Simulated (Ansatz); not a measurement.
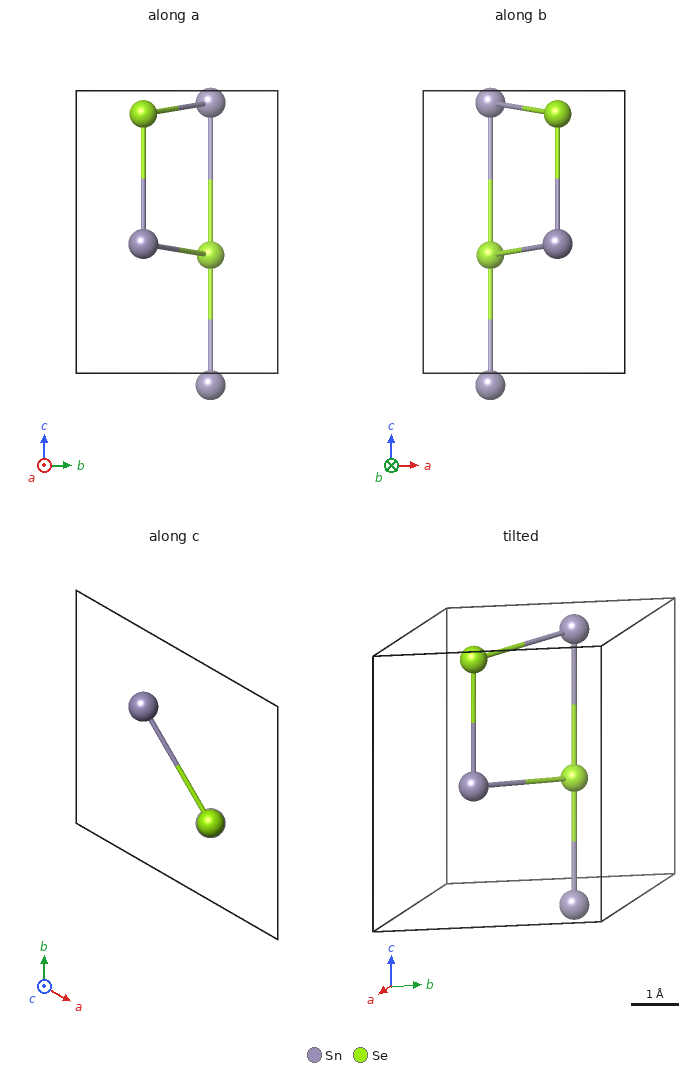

Ball-and-stick drawing of the structure, looking along the a axis, along the b axis, along the c axis and slightly off an axis. The parallelepiped is the conventional unit cell.

Lattice parameters: a = 5.0410 Å, b = 5.0410 Å, c = 6.1127 Å, α = 90.000°, β = 90.000°, γ = 120.000°.

> Put the structure into a CIF with its space group and independent sites, with free fractional coordinates to two decimals.

```cif
data_structure
_symmetry_space_group_name_H-M 'P 63 m c'
_symmetry_Int_Tables_number 186
_cell_length_a 5.0410
_cell_length_b 5.0410
_cell_length_c 6.1127
_cell_angle_alpha 90.000
_cell_angle_beta 90.000
_cell_angle_gamma 120.000
_cell_volume 134.53
loop_
_atom_site_label
_atom_site_type_symbol
_atom_site_symmetry_multiplicity
_atom_site_Wyckoff_symbol
_atom_site_fract_x
_atom_site_fract_y
_atom_site_fract_z
_atom_site_occupancy
Sn1 Sn 2 b 0.3333 0.6667 0.96 1
Se1 Se 2 b 0.3333 0.6667 0.42 1
```

The model was built from a structure type filled with these elements by a generator (whether the compound takes this form wasn't checked). A relaxation with Ansatz 0.2.0, DFT, r2SCAN+rVV10, plane waves, PAW gave the geometry drawn.
